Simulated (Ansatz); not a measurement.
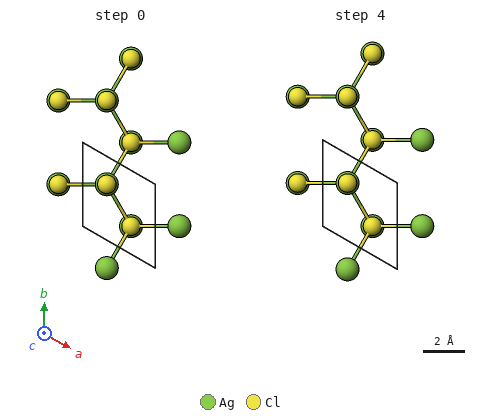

The structure of solid AgCl (a generated structure, set up in P6_3mc) before (left) and after (right) a relaxation, at one scale.

The picture is a ball-and-stick view of the cell of the calculation, repeated 1 × 2 × 1 with one cell outlined, seen along the c axis.

Case: Cd → Ag, S → Cl on all its sites, cell and atoms relaxed.

All numbers below come from Ansatz, DFT PBE, scalar-relativistic, plane waves, PAW.

Input
```yaml
crystal:
  lattice:
    - [4.1744995511, 0.0, 0.0]
    - [-2.0872497756, 3.6152226594, 0.0]
    - [0.0, 0.0, 6.7948703456]
  atoms:
    - { symbol: Ag, position: [0.6666666667, 0.3333333333, 0.5002641353] }
    - { symbol: Ag, position: [0.3333333333, 0.6666666667, 0.0002641353] }
    - { symbol: Cl, position: [0.6666666667, 0.3333333333, 0.8767358647] }
    - { symbol: Cl, position: [0.3333333333, 0.6666666667, 0.3767358647] }
basis:
  ecutwfc: 420
kpoints:
  mp_grid: { grid: [9, 9, 4] }
hamiltonian:
  xc: pbe
scf:
  occupations: { method: gaussian, width: 0.02 }
output:
  forces: true
  stress: true
  eigenvalues: true
relax:
  adjacent_minimum: "off"
  f_tol: 0.01
  max_steps: 60
  cell: { stress_tol: 0.1 }
```

Launched with:
```bash
ansatz run input.yaml --threads 1 --pin off --max-ram 2560MiB --backend cpu --events-out ev --progress --plain --runs-dir out
```

Question: Describe what moved and what it gained.

Answer: The largest moves relative to the cell, 0.008 Å, are those of Ag1, Ag2, Cl3 and Cl4. Cl4 goes along +c. By element the largest moves are Cl 0.008 Å, Ag 0.008 Å. Cell: a 4.175 → 4.301 Å (+3.0 %), b 4.174 → 4.301 Å (+3.0 %), c 6.795 → 6.948 Å (+2.2 %). Volume +8.5 %. Among the contacts that change: Ag1–Cl3 2.558 → 2.632 Å, Ag1–Cl4 2.552 → 2.622 Å. The space group stays P6_3mc (No. 186). After 3 accepted moves (4 points after the start) the energy has fallen by 18.9 meV per atom. The largest force component goes from 0.0023 to 0.0031 eV/Å. Pressure: 3.00 GPa at the start and −0.01 GPa at the end. The SCF was repeated once at an unchanged geometry on a basis and grid sized afresh for the cell, which shifted the energy by 0.3 meV per atom at most.
